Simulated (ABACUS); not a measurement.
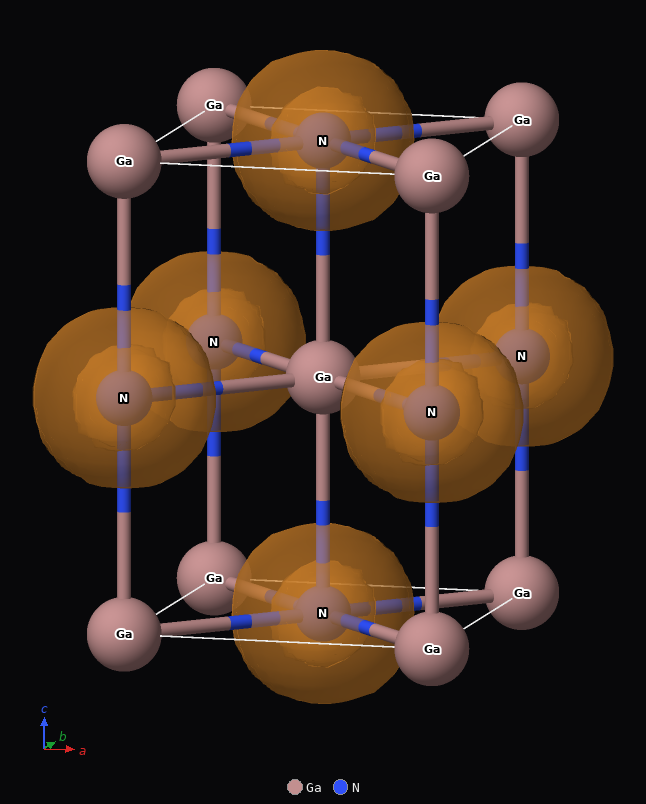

Figure. GaN. Isosurface of the electron localisation function at 0.75 (orange), seen slightly off an axis. Core shells and regions of very low density are left out. Sticks mark near contacts.

Space group Immm; a structure from a database of computed crystals, not necessarily the ambient phase; changed on purpose from its base cell (strain along c = -0.06); computed pressure about 16 GPa in this cell.

These are results of Kohn-Sham DFT of a periodic cell, PBE, PseudoDojo NC SR 0.4.1 PBE standard (ABACUS), not measurements.

In a pseudopotential calculation such maps are meaningful between the atoms, not at the nuclei.

> Describe the localisation domains.

The ELF exceeds this value in two regions wrapped around N (the valence shell of each), counted in one cell of 4 atoms. Any copies at cell faces, edges or corners count once. Along the contacts the grid gives the following. Ga–N (2.07 Å): the ELF peaks at about 0.85 in the valence shell of N, 0.6 Å from its nucleus, and is about 0.30 at the midpoint. Ga–N (2.14 Å): the ELF peaks at about 0.85 in the valence shell of N, 0.6 Å from its nucleus, and is about 0.30 at the midpoint.
